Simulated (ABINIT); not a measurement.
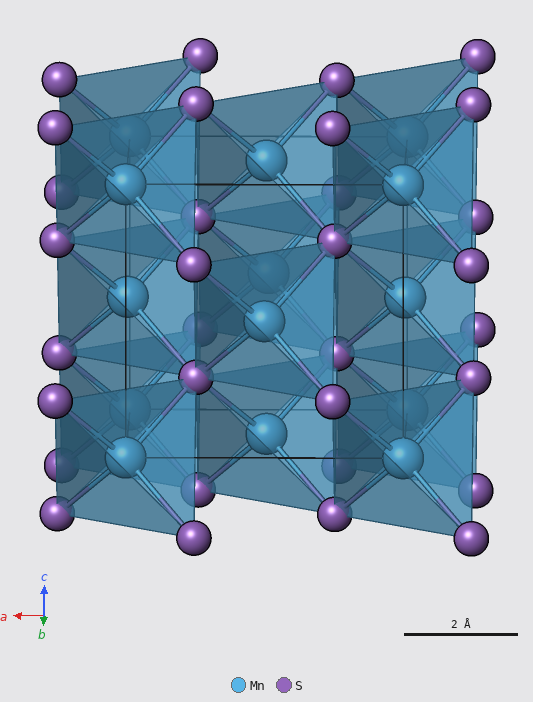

Fig. 1: The structure as given in the input (polyhedral view of the cell 4 times as large as that of the calculation, set on its symmetry axes, seen at an oblique angle; polyhedra are completed across the faces of the cell). An atom can appear more than once, as a periodic image.

Phonon calculation of MnS (part 1 of 3)

- system: MnS (F-43m, 2 atoms in the cell)
- method: Kohn-Sham DFT of a periodic cell, LDA, PseudoDojo NC SR LDA v0.4.1 standard, spin-polarised (ABINIT 10.8.3)

The structure derives from a Materials Project entry.

**The input**
```
ndtset 2

pp_dirpath "./"
pseudos "Mn.upf, S.upf"

acell 6.6102724026 6.6102724026 6.6102724026
rprim
     0.0000000000     0.7071067812     0.7071067812
     0.7071067812     0.0000000000     0.7071067812
     0.7071067812     0.7071067812     0.0000000000
ntypat 2
znucl 25 16
natom 2
typat 1 2
xred
            0.0            0.0            0.0
            3/4            3/4            3/4

ecut 46.0

ngkpt 4 4 4
nshiftk 4
shiftk
     0.5000000000     0.5000000000     0.5000000000
     0.5000000000     0.0000000000     0.0000000000
     0.0000000000     0.5000000000     0.0000000000
     0.0000000000     0.0000000000     0.5000000000

ixc 7

nband 20
occopt 3
tsmear 0.05 eV

nsppol 2
spinat
     0.0000000000     0.0000000000     4.0000000000
     0.0000000000     0.0000000000     0.0000000000

nstep 80

prteig 0
prtebands 0
prtwf 0
prtden 0
prtpot 0

kptopt1 1
tolvrs1 1.0e-15
prtwf1 1
tolwfr1 1.0e-14
nbdbuf1 4
nline1 6

rfphon2 1
rfatpol2 1 2
rfdir2 1 1 1
getwfk2 1
kptopt2 2
nqpt2 1
qpt2 0.0 0.0 0.0
tolvrs2 1.0e-8
```

**File mrgddb.in**
```
merged_DDB
MnS
2
runo_DS1_DDB
runo_DS2_DDB
```

**File anaddb.abi**
```
ddb_filepath "merged_DDB"
output_file "anaddb.abo"
outdata_prefix "ana"
asr 2
chneut 0
dipdip 0
dieflag 0
enunit 0
eivec 1
nph1l 1
qph1l 0.0 0.0 0.0 1.0
```

Run as:
```bash
mpirun --bind-to none -np 4 abinit run.abi > log 2>&1
mrgddb < mrgddb.in > mrgddb.log 2>&1
anaddb anaddb.abi > anaddb.log 2>&1
```

**What the program printed**
```
.Version 10.8.3 of ABINIT
 DATASET    1 : space group F-4 3 m (#216); Bravais cF (face-center cubic)
================================================================================
 Values of the parameters that define the memory need for DATASET  1.
     intxc =       0    ionmov =       0      iscf =       7    lmnmax =       6
     lnmax =       6     mgfft =      45  mpssoang =       3    mqgrid =    3001
     natom =       2  nloc_mem =       1    nspden =       2   nspinor =       1
    nsppol =       2      nsym =      24    n1xccc =    2501    ntypat =       2
    occopt =       3   xclevel =       1
       mpw =        3056          nfft =       91125          nkpt =          10
================================================================================
================================================================================

 DATASET    2 : space group F-4 3 m (#216); Bravais cF (face-center cubic)
================================================================================
 Values of the parameters that define the memory need for DATASET  2 (RF).
     intxc =       0      iscf =       7    lmnmax =       6     lnmax =       6
     mgfft =      45  mpssoang =       3    mqgrid =    3001     natom =       2
  nloc_mem =       1    nspden =       2   nspinor =       1    nsppol =       2
      nsym =      24    n1xccc =    2501    ntypat =       2    occopt =       3
   xclevel =       1
      nfft =       91125          nkpt =         128
================================================================================
================================================================================

--------------------------------------------------------------------------------
------------- Echo of variables that govern the present computation ------------
--------------------------------------------------------------------------------
 -outvars: echo values of preprocessed input variables --------
            acell      6.6102724026E+00  6.6102724026E+00  6.6102724026E+00 Bohr
              amu      5.49380500E+01  3.20660000E+01
             ecut      4.60000000E+01 Hartree
           getwfk1          0
           getwfk2          1
              ixc           7
           jdtset        1    2
                       outvar_i_n : Printing only first  50 k-points.
           kptopt1          1
           kptopt2          2
         kptrlatt        4   -4    4     -4    4    4     -4   -4    4
          kptrlen      3.73933475E+01
            natom           2
            nband1         20
            nband2         20
           nbdbuf1          4
           nbdbuf2          2
           ndtset           2
            ngfft          45      45      45
             nkpt1         10
             nkpt2        128
            nline1          6
            nline2          4
             nqpt1          0
             nqpt2          1
           nspden           2
           nsppol           2
            nstep          80
             nsym          24
           ntypat           2
                       prtocc : prtvol=0, do not print more k-points.
                       1.000000  1.000000  1.000000  1.000000  1.000000  1.000000
                       1.000000  1.000000  1.000000  1.000000  1.000000  0.000000
                       0.000000  0.000000  0.000000  0.000000  0.000000  0.000000
                       0.000000  0.000000
                       1.000000  1.000000  1.000000  1.000000  1.000000  1.000000
                       1.000000  1.000000  1.000000  1.000000  1.000000  0.000000
                       0.000000  0.000000  0.000000  0.000000  0.000000  0.000000
                       0.000000  0.000000
                       1.000000  1.000000  1.000000  1.000000  1.000000  1.000000
                       1.000000  1.000000  1.000000  1.000000  1.000000  0.000000
                       0.000000  0.000000  0.000000  0.000000  0.000000  0.000000
                       0.000000  0.000000
                       1.000000  1.000000  1.000000  1.000000  1.000000  1.000000
                       1.000000  1.000000  1.000000  1.000000  1.000000  0.000000
                       0.000000  0.000000  0.000000  0.000000  0.000000  0.000000
                       0.000000  0.000000
                       1.000000  1.000000  1.000000  1.000000  1.000000  1.000000
                       1.000000  1.000000  1.000000  1.000000  1.000000  0.000000
                       0.000000  0.000000  0.000000  0.000000  0.000000  0.000000
                       0.000000  0.000000
                       1.000000  1.000000  1.000000  1.000000  1.000000  1.000000
                       1.000000  1.000000  1.000000  1.000000  1.000000  0.000000
                       0.000000  0.000000  0.000000  0.000000  0.000000  0.000000
                       0.000000  0.000000
                       1.000000  1.000000  1.000000  1.000000  1.000000  1.000000
                       1.000000  1.000000  1.000000  1.000000  1.000000  0.000000
                       0.000000  0.000000  0.000000  0.000000  0.000000  0.000000
                       0.000000  0.000000
                       1.000000  1.000000  1.000000  1.000000  1.000000  1.000000
                       1.000000  1.000000  1.000000  1.000000  1.000000  0.000000
                       0.000000  0.000000  0.000000  0.000000  0.000000  0.000000
                       0.000000  0.000000
                       1.000000  1.000000  1.000000  1.000000  1.000000  1.000000
                       1.000000  1.000000  1.000000  1.000000  1.000000  0.000000
                       0.000000  0.000000  0.000000  0.000000  0.000000  0.000000
                       0.000000  0.000000
                       1.000000  1.000000  1.000000  1.000000  1.000000  1.000000
                       1.000000  1.000000  1.000000  1.000000  1.000000  0.000000
                       0.000000  0.000000  0.000000  0.000000  0.000000  0.000000
                       0.000000  0.000000
                       1.000000  1.000000  1.000000  1.000000  1.000000  1.000000
                       1.000000  1.000000  1.000000  1.000000  1.000000  0.000000
                       0.000000  0.000000  0.000000  0.000000  0.000000  0.000000
                       0.000000  0.000000
                       1.000000  1.000000  1.000000  1.000000  1.000000  1.000000
                       1.000000  1.000000  1.000000  1.000000  1.000000  0.000000
                       0.000000  0.000000  0.000000  0.000000  0.000000  0.000000
                       0.000000  0.000000
                       1.000000  1.000000  1.000000  1.000000  1.000000  1.000000
                       1.000000  1.000000  1.000000  1.000000  1.000000  0.000000
                       0.000000  0.000000  0.000000  0.000000  0.000000  0.000000
                       0.000000  0.000000
                       1.000000  1.000000  1.000000  1.000000  1.000000  1.000000
                       1.000000  1.000000  1.000000  1.000000  1.000000  0.000000
                       0.000000  0.000000  0.000000  0.000000  0.000000  0.000000
                       0.000000  0.000000
                       1.000000  1.000000  1.000000  1.000000  1.000000  1.000000
                       1.000000  1.000000  1.000000  1.000000  1.000000  0.000000
                       0.000000  0.000000  0.000000  0.000000  0.000000  0.000000
                       0.000000  0.000000
                       1.000000  1.000000  1.000000  1.000000  1.000000  1.000000
                       1.000000  1.000000  1.000000  1.000000  1.000000  0.000000
                       0.000000  0.000000  0.000000  0.000000  0.000000  0.000000
                       0.000000  0.000000
                       1.000000  1.000000  1.000000  1.000000  1.000000  1.000000
                       1.000000  1.000000  1.000000  1.000000  1.000000  0.000000
                       0.000000  0.000000  0.000000  0.000000  0.000000  0.000000
                       0.000000  0.000000
                       1.000000  1.000000  1.000000  1.000000  1.000000  1.000000
                       1.000000  1.000000  1.000000  1.000000  1.000000  0.000000
                       0.000000  0.000000  0.000000  0.000000  0.000000  0.000000
                       0.000000  0.000000
                       1.000000  1.000000  1.000000  1.000000  1.000000  1.000000
                       1.000000  1.000000  1.000000  1.000000  1.000000  0.000000
                       0.000000  0.000000  0.000000  0.000000  0.000000  0.000000
                       0.000000  0.000000
                       1.000000  1.000000  1.000000  1.000000  1.000000  1.000000
                       1.000000  1.000000  1.000000  1.000000  1.000000  0.000000
                       0.000000  0.000000  0.000000  0.000000  0.000000  0.000000
                       0.000000  0.000000
                       1.000000  1.000000  1.000000  1.000000  1.000000  1.000000
                       1.000000  1.000000  1.000000  1.000000  1.000000  0.000000
                       0.000000  0.000000  0.000000  0.000000  0.000000  0.000000
                       0.000000  0.000000
                       1.000000  1.000000  1.000000  1.000000  1.000000  1.000000
                       1.000000  1.000000  1.000000  1.000000  1.000000  0.000000
                       0.000000  0.000000  0.000000  0.000000  0.000000  0.000000
                       0.000000  0.000000
                       1.000000  1.000000  1.000000  1.000000  1.000000  1.000000
                       1.000000  1.000000  1.000000  1.000000  1.000000  0.000000
                       0.000000  0.000000  0.000000  0.000000  0.000000  0.000000
                       0.000000  0.000000
                       1.000000  1.000000  1.000000  1.000000  1.000000  1.000000
                       1.000000  1.000000  1.000000  1.000000  1.000000  0.000000
                       0.000000  0.000000  0.000000  0.000000  0.000000  0.000000
                       0.000000  0.000000
                       1.000000  1.000000  1.000000  1.000000  1.000000  1.000000
                       1.000000  1.000000  1.000000  1.000000  1.000000  0.000000
                       0.000000  0.000000  0.000000  0.000000  0.000000  0.000000
                       0.000000  0.000000
                       1.000000  1.000000  1.000000  1.000000  1.000000  1.000000
                       1.000000  1.000000  1.000000  1.000000  1.000000  0.000000
                       0.000000  0.000000  0.000000  0.000000  0.000000  0.000000
                       0.000000  0.000000
                       1.000000  1.000000  1.000000  1.000000  1.000000  1.000000
                       1.000000  1.000000  1.000000  1.000000  1.000000  0.000000
                       0.000000  0.000000  0.000000  0.000000  0.000000  0.000000
                       0.000000  0.000000
                       1.000000  1.000000  1.000000  1.000000  1.000000  1.000000
                       1.000000  1.000000  1.000000  1.000000  1.000000  0.000000
                       0.000000  0.000000  0.000000  0.000000  0.000000  0.000000
                       0.000000  0.000000
                       1.000000  1.000000  1.000000  1.000000  1.000000  1.000000
                       1.000000  1.000000  1.000000  1.000000  1.000000  0.000000
                       0.000000  0.000000  0.000000  0.000000  0.000000  0.000000
                       0.000000  0.000000
                       1.000000  1.000000  1.000000  1.000000  1.000000  1.000000
                       1.000000  1.000000  1.000000  1.000000  1.000000  0.000000
                       0.000000  0.000000  0.000000  0.000000  0.000000  0.000000
                       0.000000  0.000000
                       1.000000  1.000000  1.000000  1.000000  1.000000  1.000000
                       1.000000  1.000000  1.000000  1.000000  1.000000  0.000000
                       0.000000  0.000000  0.000000  0.000000  0.000000  0.000000
                       0.000000  0.000000
                       1.000000  1.000000  1.000000  1.000000  1.000000  1.000000
                       1.000000  1.000000  1.000000  1.000000  1.000000  0.000000
                       0.000000  0.000000  0.000000  0.000000  0.000000  0.000000
                       0.000000  0.000000
                       1.000000  1.000000  1.000000  1.000000  1.000000  1.000000
                       1.000000  1.000000  1.000000  1.000000  1.000000  0.000000
                       0.000000  0.000000  0.000000  0.000000  0.000000  0.000000
                       0.000000  0.000000
                       1.000000  1.000000  1.000000  1.000000  1.000000  1.000000
                       1.000000  1.000000  1.000000  1.000000  1.000000  0.000000
                       0.000000  0.000000  0.000000  0.000000  0.000000  0.000000
                       0.000000  0.000000
                       1.000000  1.000000  1.000000  1.000000  1.000000  1.000000
                       1.000000  1.000000  1.000000  1.000000  1.000000  0.000000
                       0.000000  0.000000  0.000000  0.000000  0.000000  0.000000
                       0.000000  0.000000
                       1.000000  1.000000  1.000000  1.000000  1.000000  1.000000
                       1.000000  1.000000  1.000000  1.000000  1.000000  0.000000
                       0.000000  0.000000  0.000000  0.000000  0.000000  0.000000
                       0.000000  0.000000
                       1.000000  1.000000  1.000000  1.000000  1.000000  1.000000
                       1.000000  1.000000  1.000000  1.000000  1.000000  0.000000
                       0.000000  0.000000  0.000000  0.000000  0.000000  0.000000
                       0.000000  0.000000
                       1.000000  1.000000  1.000000  1.000000  1.000000  1.000000
                       1.000000  1.000000  1.000000  1.000000  1.000000  0.000000
                       0.000000  0.000000  0.000000  0.000000  0.000000  0.000000
                       0.000000  0.000000
                       1.000000  1.000000  1.000000  1.000000  1.000000  1.000000
                       1.000000  1.000000  1.000000  1.000000  1.000000  0.000000
                       0.000000  0.000000  0.000000  0.000000  0.000000  0.000000
                       0.000000  0.000000
                       1.000000  1.000000  1.000000  1.000000  1.000000  1.000000
                       1.000000  1.000000  1.000000  1.000000  1.000000  0.000000
                       0.000000  0.000000  0.000000  0.000000  0.000000  0.000000
                       0.000000  0.000000
```
